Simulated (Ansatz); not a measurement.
**B19N18 (charge +3): geometry relaxation (part 4 of 4)**

Continued. System: B19N18 (defect cell, 37 atoms in the cell, total charge +3). Method: DFT PBE, scalar-relativistic, plane waves, PAW, no spin polarisation (Ansatz 0.2.0); cutoff 420 eV, 2×2×2 k-mesh, Gaussian smearing of 0.01 eV. The structure derives from a Materials Project entry. It belongs to a series of runs on one base structure; here: B interstitial, charge +3, atoms relaxed at the host's cell.

## Trajectory as extended XYZ, continued
```
37
Lattice="3.7683 -6.5268 0.0000 -7.5365 0.0000 0.0000 0.0000 0.0000 -8.3432" Properties=species:S:1:pos:R:3:forces:R:3 step=10 energy=-9927.49351
B    -2.6374   -3.0294   -6.6776    0.2297   0.1280   0.3045
B    -3.9579   -0.8804   -6.6465    0.0779  -0.0221   0.0479
B    -1.3928   -5.1936   -6.6800    0.3534   0.1718   0.3157
B    -0.1400   -3.0290   -6.5516   -0.0486  -0.0611  -0.0053
B    -1.4372   -0.8945   -6.4798   -0.4927  -0.6626   0.1029
B     1.0589   -5.2209   -6.4748   -0.7742  -0.0080   0.0631
B    -5.2227   -3.0519   -6.8690   -0.1130   0.3462   0.3036
B    -6.4692   -0.8878   -6.8731    0.3120  -0.4347   0.2836
B    -4.0207   -5.2877   -6.3848    0.0614   0.3696  -0.9454
B    -1.0808   -3.5823   -1.7475    0.1621   0.0666  -0.1790
B    -2.3465   -1.4000   -1.7808   -0.0620   0.0779  -0.1646
B     0.1744   -5.7700   -1.7806    0.0506  -0.0547  -0.1419
B     1.4239   -3.5834   -1.7381   -0.1268   0.0868  -0.0847
B     0.1679   -1.4127   -1.7434    0.1024  -0.1259  -0.0342
B     2.6195   -5.7961   -1.5843   -0.0082   0.0376   0.2228
B    -3.5970   -3.5112   -1.6732   -0.0320   0.1375   0.3015
B    -4.8456   -1.4041   -1.7894    0.0709   0.0396  -0.2539
B    -2.2773   -5.7978   -1.6644    0.1006  -0.1026   0.2832
N    -2.3451   -2.8559   -1.7528    0.2387  -0.1130   0.0241
N    -3.5959   -0.6834   -1.7901   -0.0108   0.0010   0.0257
N    -1.0847   -5.0405   -1.7510    0.0080   0.2591   0.0388
N     0.1711   -2.8599   -1.7553   -0.0446   0.0196   0.0434
N    -1.0849   -0.6736   -1.7102    0.2013  -0.1764   0.0533
N     1.4328   -5.0384   -1.7063    0.0600   0.2306   0.0649
N    -4.8494   -2.8586   -1.7464   -0.1509  -0.1597  -0.0287
N    -6.1077   -0.6816   -1.7474   -0.2106  -0.0555  -0.0152
N    -3.5622   -5.0170   -1.1561   -0.1826   0.0590  -1.5233
N    -1.4152   -3.7660   -6.5479    0.2179   0.1447  -0.3193
N    -2.7112   -1.6136   -6.5442    0.5103  -0.1873  -0.2276
N    -0.1990   -5.9626   -6.5444   -0.0051   0.5250  -0.2222
N     1.1114   -3.7806   -6.6060   -0.3179   0.1812  -0.1931
N    -0.1632   -1.5698   -6.6107   -0.0632  -0.2986  -0.1932
N     2.2940   -5.9736   -6.3600    0.9926   0.3631   0.4516
N    -3.9055   -3.8729   -7.0111   -0.5301   0.1149   0.3157
N    -5.1995   -1.5994   -6.8250   -0.4641  -0.1867  -0.4475
N    -2.7499   -5.8682   -7.0127   -0.2077  -0.4885   0.3085
B     0.3762    1.6454    0.2473    0.0949  -0.2226   1.4220
37
Lattice="3.7683 -6.5268 0.0000 -7.5365 0.0000 0.0000 0.0000 0.0000 -8.3432" Properties=species:S:1:pos:R:3:forces:R:3 step=11 energy=-9927.70132
B    -2.6930   -3.0601   -6.6609   -0.0507  -0.0750  -0.0876
B    -4.0151   -0.9189   -6.6535    0.0046  -0.0056  -0.0147
B    -1.4405   -5.2306   -6.6597   -0.0817  -0.0026  -0.0877
B    -0.2077   -3.0722   -6.6062    0.0413   0.0170  -0.0564
B    -1.4982   -0.9359   -6.4572    0.0067   0.0657  -0.0197
B     0.9966   -5.2582   -6.4548    0.0736  -0.0216  -0.0285
B    -5.2929   -3.0847   -6.8519   -0.0518  -0.0018   0.0122
B    -6.5297   -0.9431   -6.8528   -0.0085  -0.0421   0.0144
B    -4.0745   -5.3048   -6.3839   -0.0666  -0.0368  -0.1050
B    -1.0175   -3.5406   -1.7382   -0.0127  -0.0053  -0.0371
B    -2.2866   -1.3615   -1.8064    0.0189  -0.0313   0.0592
B     0.2351   -5.7294   -1.8069   -0.0090   0.0376   0.0568
B     1.4804   -3.5412   -1.7498    0.0241  -0.0051   0.0368
B     0.2309   -1.3770   -1.7497    0.0115   0.0238   0.0421
B     2.6771   -5.7586   -1.5805   -0.0060  -0.0054   0.0500
B    -3.5381   -3.4686   -1.6396    0.0287   0.0694   0.0194
B    -4.7855   -1.3651   -1.8374    0.0027   0.0045   0.0634
B    -2.2149   -5.7597   -1.6396    0.0616  -0.0113   0.0198
N    -2.2814   -2.8180   -1.7274    0.0355   0.0212  -0.0817
N    -3.5354   -0.6432   -1.8459   -0.0081  -0.0069  -0.0267
N    -1.0235   -4.9965   -1.7283    0.0338   0.0173  -0.0775
N     0.2311   -2.8198   -1.7595    0.0055   0.0067  -0.0614
N    -1.0225   -0.6400   -1.7046    0.0363   0.0039  -0.0425
N     1.4921   -4.9951   -1.7056    0.0187   0.0226  -0.0375
N    -4.7919   -2.8211   -1.7552   -0.0263   0.0021  -0.0782
N    -6.0496   -0.6424   -1.7549   -0.0137  -0.0241  -0.0794
N    -3.5121   -4.9809   -1.1652    0.0539   0.0331  -0.1083
N    -1.4721   -3.8021   -6.6134    0.0314   0.0165   0.1374
N    -2.7595   -1.6474   -6.5578   -0.0739  -0.0693   0.0268
N    -0.2503   -5.9945   -6.5550   -0.0955  -0.0239   0.0218
N     1.0352   -3.8209   -6.6421    0.0400   0.1040   0.0491
N    -0.2345   -1.6216   -6.6438    0.1025  -0.0168   0.0490
N     2.2584   -6.0000   -6.2868   -0.1376  -0.0690   0.0573
N    -3.9750   -3.9022   -6.9623    0.0159   0.0760  -0.0563
N    -5.2647   -1.6407   -6.8541   -0.0067   0.0020   0.0044
N    -2.8101   -5.9197   -6.9627    0.0711  -0.0265  -0.0527
B     0.3712    1.6133    0.2844   -0.0695  -0.0428   0.4209
37
Lattice="3.7683 -6.5268 0.0000 -7.5365 0.0000 0.0000 0.0000 0.0000 -8.3432" Properties=species:S:1:pos:R:3:forces:R:3 step=12 energy=-9927.74193
B    -2.7552   -3.0978   -6.6480   -0.0127   0.0097  -0.0078
B    -4.0758   -0.9545   -6.6508    0.0042   0.0043   0.0003
B    -1.5034   -5.2658   -6.6478    0.0018  -0.0169  -0.0086
B    -0.2656   -3.1058   -6.5895   -0.0032  -0.0027  -0.0053
B    -1.5597   -0.9724   -6.4439   -0.0183   0.0124  -0.0203
B     0.9350   -5.2933   -6.4440   -0.0010  -0.0238  -0.0193
B    -5.3539   -3.1183   -6.8479    0.0025  -0.0125  -0.0043
B    -6.5888   -0.9793   -6.8478   -0.0092   0.0076  -0.0044
B    -4.1422   -5.3439   -6.3886   -0.0241  -0.0140  -0.0176
B    -0.9563   -3.5051   -1.7590    0.0252   0.0135  -0.0066
B    -2.2243   -1.3269   -1.8161    0.0056   0.0151   0.0139
B     0.2960   -5.6923   -1.8163    0.0174  -0.0022   0.0139
B     1.5432   -3.5042   -1.7675    0.0083  -0.0064   0.0228
B     0.2942   -1.3409   -1.7673   -0.0001   0.0095   0.0234
B     2.7387   -5.7230   -1.5961    0.0354   0.0218   0.0737
B    -3.4746   -3.4304   -1.6340   -0.0058  -0.0301   0.0112
B    -4.7234   -1.3288   -1.8407    0.0077   0.0042   0.0041
B    -2.1507   -5.7234   -1.6340   -0.0295   0.0103   0.0118
N    -2.2182   -2.7820   -1.7420   -0.0018  -0.0017  -0.0291
N    -3.4732   -0.6070   -1.8500    0.0072   0.0035   0.0026
N    -0.9611   -4.9595   -1.7422   -0.0032   0.0009  -0.0288
N     0.2934   -2.7836   -1.7893    0.0064   0.0048  -0.0131
N    -0.9592   -0.6037   -1.7218    0.0094  -0.0147  -0.0214
N     1.5549   -4.9583   -1.7222   -0.0068   0.0159  -0.0200
N    -4.7298   -2.7848   -1.7644    0.0352   0.0030  -0.0131
N    -5.9876   -0.6063   -1.7641    0.0205   0.0287  -0.0142
N    -3.4512   -4.9455   -1.1534    0.0227   0.0139  -0.0987
N    -1.5331   -3.8376   -6.5886    0.0345   0.0204   0.0464
N    -2.8224   -1.6862   -6.5474   -0.0036   0.0147   0.0121
N    -0.3145   -6.0300   -6.5471    0.0115  -0.0111   0.0111
N     0.9768   -3.8532   -6.6262   -0.0011  -0.0072   0.0105
N    -0.2915   -1.6562   -6.6260   -0.0089   0.0047   0.0101
N     2.1914   -6.0385   -6.2740   -0.0032  -0.0034  -0.0022
N    -4.0338   -3.9362   -6.9612   -0.0746  -0.0059   0.1009
N    -5.3246   -1.6755   -6.8561   -0.0121  -0.0055   0.0170
N    -2.8688   -5.9539   -6.9613   -0.0420  -0.0668   0.1048
B     0.3507    1.6009    0.3075    0.0063   0.0064  -0.1549
37
Lattice="3.7683 -6.5268 0.0000 -7.5365 0.0000 0.0000 0.0000 0.0000 -8.3432" Properties=species:S:1:pos:R:3:forces:R:3 step=14 energy=-9927.59494 accepted=F
B    -2.8865   -3.1758   -6.5932   -0.2050  -0.1112   0.0110
B    -4.1977   -1.0213   -6.6387   -0.0160  -0.1122  -0.0266
B    -1.6377   -5.3377   -6.6072   -0.2320  -0.0808   0.0765
B    -0.3816   -3.1702   -6.5384   -0.4730  -0.3789   0.1107
B    -1.6633   -1.0552   -6.4343   -0.9446   0.3775   0.0784
B     0.8101   -5.3409   -6.4417   -0.0523  -0.9786   0.1359
B    -5.4806   -3.1888   -6.8255    0.2664   0.2684  -0.1113
B    -6.7157   -1.0528   -6.8297    0.3610   0.1225  -0.1428
B    -4.3071   -5.4431   -6.4205    2.5071   1.5727  -0.2838
B    -0.8305   -3.4339   -1.8148    0.2576   0.1033   0.0759
B    -2.0976   -1.2554   -1.8382    0.2623  -0.0395   0.0261
B     0.4228   -5.6214   -1.8351    0.0574   0.2626   0.0108
B     1.6792   -3.4285   -1.7940   -0.2277   0.0316  -0.0744
B     0.4286   -1.2633   -1.7936   -0.0866  -0.2281  -0.1069
B     2.8685   -5.6490   -1.6231    0.0906   0.0046  -0.1165
B    -3.3438   -3.3573   -1.6308    0.0170  -0.1413  -0.1046
B    -4.5919   -1.2539   -1.8440   -0.1574  -0.0809   0.0649
B    -2.0228   -5.6508   -1.6291   -0.0340   0.1380  -0.1071
N    -2.0898   -2.7134   -1.7884   -0.0415   0.1497   0.0936
N    -3.3421   -0.5333   -1.8310   -0.0534  -0.0255  -0.1439
N    -0.8370   -4.8860   -1.7863    0.1168  -0.0956   0.1009
N     0.4270   -2.7082   -1.8431   -0.1123  -0.0602   0.0915
N    -0.8241   -0.5274   -1.7601   -0.3087  -0.1562   0.0829
N     1.6893   -4.8821   -1.7563   -0.2790  -0.1387   0.0715
N    -4.5984   -2.7140   -1.7752    0.1373   0.2538   0.0745
N    -5.8610   -0.5300   -1.7764    0.3572  -0.0739   0.0798
N    -3.3250   -4.8774   -1.1609   -0.1978   0.0583   0.4046
N    -1.6632   -3.9108   -6.4982    0.1786   0.0577  -0.2428
N    -2.9444   -1.7684   -6.5234    0.1488   0.6536   0.0235
N    -0.4484   -6.0919   -6.5330    0.6324  -0.1378   0.0059
N     0.8554   -3.9130   -6.5907   -0.2209  -0.0398  -0.0623
N    -0.4055   -1.7308   -6.5881   -0.1151  -0.0875  -0.0575
N     2.0810   -6.1036   -6.2933   -2.6423  -1.4389   0.1688
N    -4.1754   -4.0024   -6.9406    0.5589  -0.4678  -0.1499
N    -5.4527   -1.7471   -6.8463    0.2178   0.1227   0.0988
N    -3.0031   -6.0405   -6.9559    0.0431   0.6349  -0.0081
B     0.2965    1.5768    0.3100    0.1898   0.0617  -0.1473
37
Lattice="3.7683 -6.5268 0.0000 -7.5365 0.0000 0.0000 0.0000 0.0000 -8.3432" Properties=species:S:1:pos:R:3:forces:R:3 step=15 energy=-9927.76502
B    -2.8477   -3.1470   -6.6231    0.0214  -0.0134  -0.0009
B    -4.1660   -1.0059   -6.6363    0.0051   0.0021  -0.0070
B    -1.5928   -5.3204   -6.6228   -0.0022   0.0235  -0.0002
B    -0.3531   -3.1556   -6.5782   -0.0144  -0.0081   0.0023
B    -1.6498   -1.0211   -6.4418   -0.0041  -0.0036  -0.0126
B     0.8471   -5.3459   -6.4416   -0.0055  -0.0011  -0.0124
B    -5.4426   -3.1694   -6.8442   -0.0060  -0.0052  -0.0062
B    -6.6778   -1.0296   -6.8440   -0.0090  -0.0055  -0.0066
B    -4.2344   -5.3964   -6.4133   -0.0097  -0.0072   0.0093
B    -0.8652   -3.4532   -1.7695   -0.0044  -0.0021   0.0053
B    -2.1347   -1.2776   -1.8252    0.0014   0.0014  -0.0046
B     0.3842   -5.6403   -1.8254    0.0010  -0.0001  -0.0021
B     1.6350   -3.4511   -1.7765    0.0067   0.0001   0.0035
B     0.3867   -1.2889   -1.7763    0.0029   0.0043   0.0035
B     2.8273   -5.6725   -1.6147   -0.0047  -0.0015   0.0127
B    -3.3839   -3.3810   -1.6309    0.0077   0.0022  -0.0014
B    -4.6319   -1.2766   -1.8423   -0.0014  -0.0001   0.0008
B    -2.0621   -5.6705   -1.6304    0.0075   0.0063  -0.0036
N    -2.1281   -2.7324   -1.7514    0.0001  -0.0041   0.0045
N    -3.3821   -0.5551   -1.8546    0.0017   0.0009   0.0086
N    -0.8724   -4.9072   -1.7513   -0.0036   0.0017   0.0043
N     0.3854   -2.7311   -1.8016   -0.0015   0.0003   0.0048
N    -0.8689   -0.5535   -1.7381    0.0051   0.0011   0.0072
N     1.6441   -4.9062   -1.7384    0.0032   0.0029   0.0074
N    -4.6374   -2.7329   -1.7667   -0.0026  -0.0022   0.0095
N    -5.8958   -0.5533   -1.7664   -0.0040  -0.0008   0.0099
N    -3.3675   -4.8977   -1.1576    0.0112   0.0086  -0.0002
N    -1.6232   -3.8889   -6.5622   -0.0162  -0.0122  -0.0082
N    -2.9127   -1.7363   -6.5311   -0.0036   0.0030   0.0015
N    -0.4037   -6.0822   -6.5308   -0.0008  -0.0009   0.0007
N     0.8876   -3.9048   -6.6222    0.0003   0.0111  -0.0044
N    -0.3815   -1.7066   -6.6225    0.0123  -0.0052  -0.0024
N     2.1013   -6.0898   -6.2848    0.0025  -0.0020  -0.0025
N    -4.1202   -3.9838   -6.9561    0.0202  -0.0108  -0.0054
N    -5.4143   -1.7267   -6.8457   -0.0079  -0.0024  -0.0065
N    -2.9538   -6.0042   -6.9558    0.0029   0.0233  -0.0035
B     0.3364    1.5928    0.3045   -0.0113  -0.0045  -0.0052
```

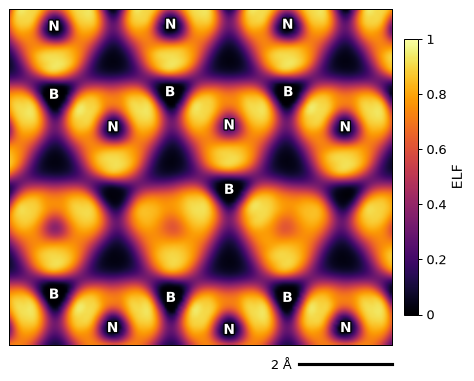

Figure 1. ELF on the (001) plane of the calculation cell. The fields are those of the smooth PAW valence density.

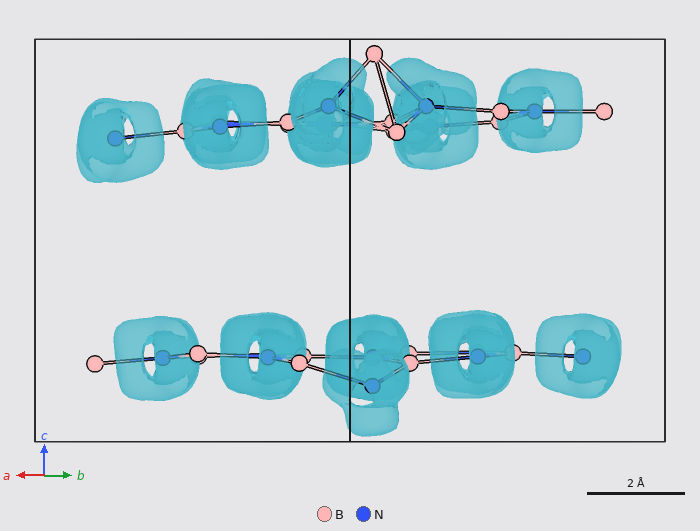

Figure 2. Isosurface of the electron localisation function at 0.75 (cyan), seen along [110]. Only the valence region is drawn (cores and ρ < 0.01 e/Å³ removed). Sticks mark near contacts. The outline is the calculation cell. Along the contacts the grid gives the following. B–N (1.39 Å): the ELF peaks at about 0.90 between the atoms (a polar covalent bond). B–B (1.87 Å): the ELF is about 0.40 at the midpoint.

## Summary

| quantity | value |
| --- | --- |
| outcome | converged |
| electrons treated | 144 |
| free energy | −9927.7650 eV |
| Fermi energy | 3.991 eV |
| gap on the k-point mesh | 1.67 eV |
| final volume | 410.40 Å³ |
| largest force (length of the vector) at the end | 0.025 eV/Å |
| hardware | 4 threads of Arm Neoverse V2, 24 GiB of memory available, shared host |
| wall time | 2 min (CPU time 7.8 min) |
| peak memory | 1.4 GiB |

## Notes

The program warns: the exchange-correlation potential is rough where the density is thin. The cell is charged and computed with a neutralising background, so its energy and pressure depend on the cell and aren't those of a real crystal.
